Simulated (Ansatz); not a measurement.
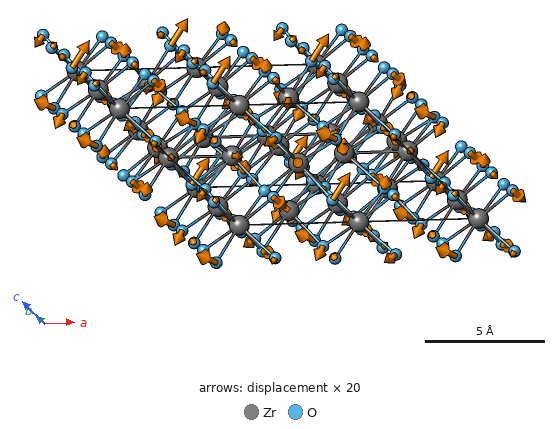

This is a relaxation of a defect cell of composition Zr$_{9}$O$_{16}$ (cell charge +2). The starting structure is drawn; orange arrows show the displacements, magnified 20 times.

The picture is a ball-and-stick view of the larger cell on standard axes (2 times the calculation's cell), seen from a free direction.

Case: Zr interstitial, charge +2, atoms relaxed at the host's cell.

All numbers below come from Ansatz, DFT PBE, scalar-relativistic, plane waves, PAW. (plane-wave cutoff 420 eV; k-point mesh 2 × 2 × 2; occupations gaussian; smearing width 0.01 eV; no spin polarisation; atoms relaxed in a fixed cell; force threshold 0.025 eV/Å; at most 45 steps)

Atoms of which element are displaced furthest, and by how much?

Oxygen: up to 0.070 Å, against 0.033 Å for zirconium.

Describe the change and its energy.

After 2 accepted moves (3 points after the start) the energy has fallen by 0.126 eV per cell of the calculation. Largest force component: 1.1 eV/Å at the start, 0.019 eV/Å at the end. 1 step only repeated the SCF at the same geometry. The largest move is that of an O atom, 0.070 Å roughly along [1 0 1]. Largest moves by element: O 0.070 Å, Zr 0.033 Å. The cell doesn't change. Among the contacts that change: O–Zr 2.199 → 2.275 Å, O–Zr 2.186 → 2.259 Å, Zr–Zr 3.422 → 3.370 Å, O–Zr 2.209 → 2.257 Å. Bond angles that change, for instance: Zr–O–Zr 173.6° → 176.7°, Zr–O–Zr 110.6° → 107.6°, Zr–O–Zr 108.0° → 110.9°.

Limits of the set-up: the k-point mesh is coarse for a cell with partly filled bands; the periodic images lie only 7.2 Å apart, so the values are limited by the cell's size; the cell is charged, on a uniform background, and energies carry no finite-size correction.
